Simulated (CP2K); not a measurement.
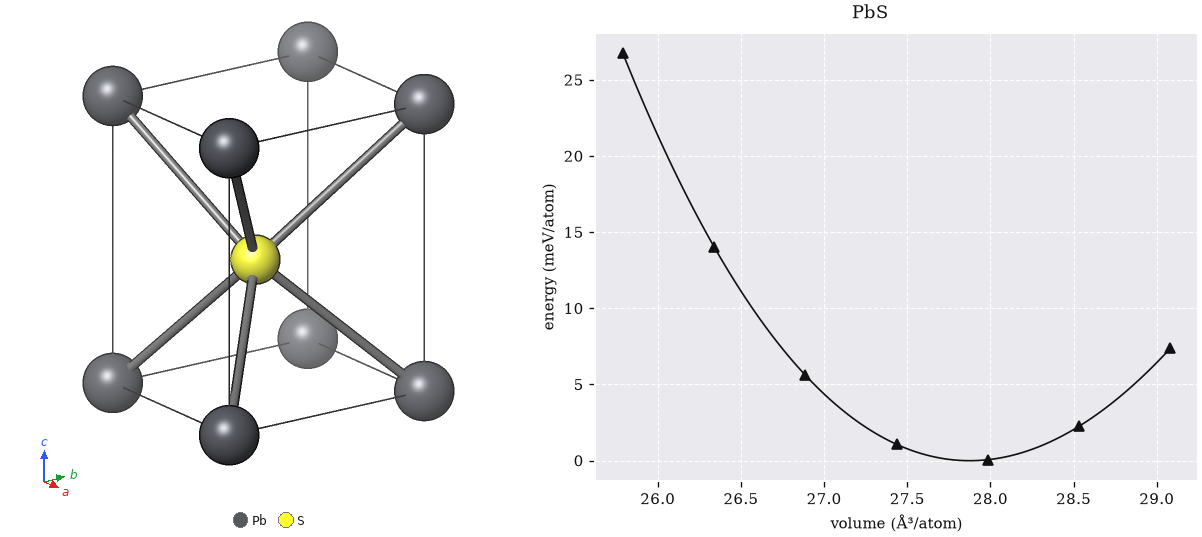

The plot gives the computed energy against volume for PbS, space group P-6m2 (No. 187). The conventional cell is drawn beside the plot.

Structure:
```cif
data_structure
_symmetry_space_group_name_H-M 'P 1'
_symmetry_Int_Tables_number 1
_cell_length_a 4.0897
_cell_length_b 4.0897
_cell_length_c 3.7882
_cell_angle_alpha 90.000
_cell_angle_beta 90.000
_cell_angle_gamma 120.000
_cell_volume 54.87
loop_
_atom_site_label
_atom_site_type_symbol
_atom_site_fract_x
_atom_site_fract_y
_atom_site_fract_z
_atom_site_occupancy
Pb1 Pb 0.00000 0.00000 0.00000 1
S1 S 0.66667 0.33333 0.50000 1
```

Method: DFT in Gaussian orbitals with a plane-wave density, no spin polarisation; energies at scaled volumes of the given cell, shape and fractions fixed, counted from the fit's minimum, third-order Birch-Murnaghan fit (CP2K 2026.2). Level: PBE.

k mesh 8×8×7; occupations Fermi–Dirac; smearing width 0.05 eV; potentials GTH PBE with UZH TZVP basis; density cutoff 6123 eV; program settings ngrids 4, basis sets Pb TZVP-MOLOPT-PBE-GTH-q4, basis sets S TZVP-MOLOPT-PBE-GTH-q6, cutoff ry 450 Ry, rel cutoff ry 60 Ry.

From this curve and the settings, what does the calculation give for the pressure at the same points?

The pressure falls from 4.41 GPa at volume 25.79 Å³/atom to −1.91 GPa at 29.08 Å³/atom, and changes sign near 27.88 Å³/atom.

```json
{"volume (Å³/atom)": "25.79", "pressure (GPa)": "4.41"}
{"volume (Å³/atom)": "26.34", "pressure (GPa)": "3.06"}
{"volume (Å³/atom)": "26.89", "pressure (GPa)": "1.86"}
{"volume (Å³/atom)": "27.44", "pressure (GPa)": "0.80"}
{"volume (Å³/atom)": "27.98", "pressure (GPa)": "-0.18"}
{"volume (Å³/atom)": "28.53", "pressure (GPa)": "-1.08"}
{"volume (Å³/atom)": "29.08", "pressure (GPa)": "-1.91"}
```

Note: spin-orbit coupling left out, heavy elements; shape and atomic fractions are frozen while scaling, which makes layered, chain and framework solids too stiff.
